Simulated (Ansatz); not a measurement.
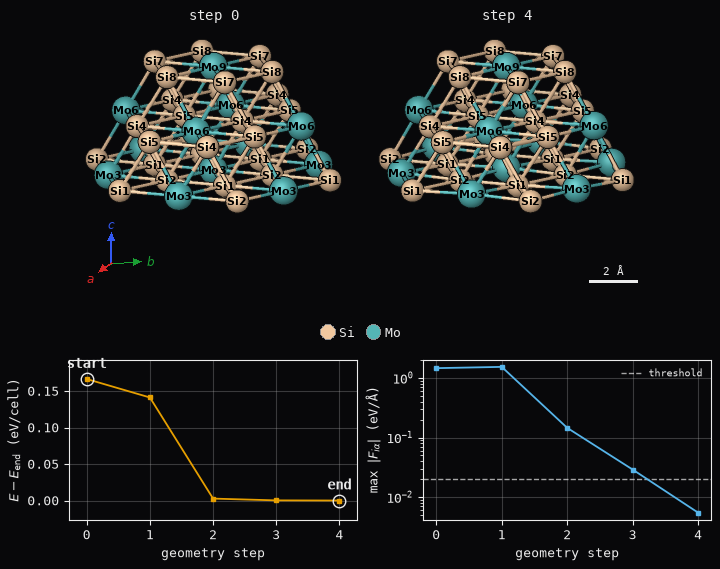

First and last geometry of a relaxation of a slab of composition Si₂Mo (cut from the I4/mmm phase), with the history of the run. A ball-and-stick model of the atoms within 5.8 Å of the atom that moves most (axes of the 2 × 2 repeat of the cell, outlined in the plane, without the vacuum), seen slightly off an axis.

Case: (1 1 0) slab, atoms relaxed. The slab is the (1 1 0) face of Si2Mo.

Level of theory: DFT PBEsol, scalar-relativistic, plane waves, PAW in Ansatz 0.2.0. (plane-wave cutoff 420 eV; k-point mesh 9 × 9 × 1; occupations gaussian; smearing width 0.1 eV; no spin polarisation; dipole correction; atoms relaxed in a fixed cell; force threshold 0.02 eV/Å; at most 60 steps)

### Read the history and describe the run.

It converged. Over 4 geometry steps the energy falls by 0.166 eV per cell of the calculation. Largest force component: 1.5 eV/Å at the start, 0.0055 eV/Å at the end. The largest moves relative to the layer's centre, 0.093 Å, are those of Mo3 and Mo15. Mo3 goes along the normal (+c). Largest moves by element: Mo 0.093 Å, Si 0.017 Å. The cell stays as it was. Near-neighbour distances that change, for instance: Mo3–Si4 2.599 → 2.503 Å, Si1–Si2 2.580 → 2.550 Å, Si7–Si8 2.580 → 2.601 Å, Si1–Mo3 2.621 → 2.637 Å. The run took about 5 core-minutes on a shared host.
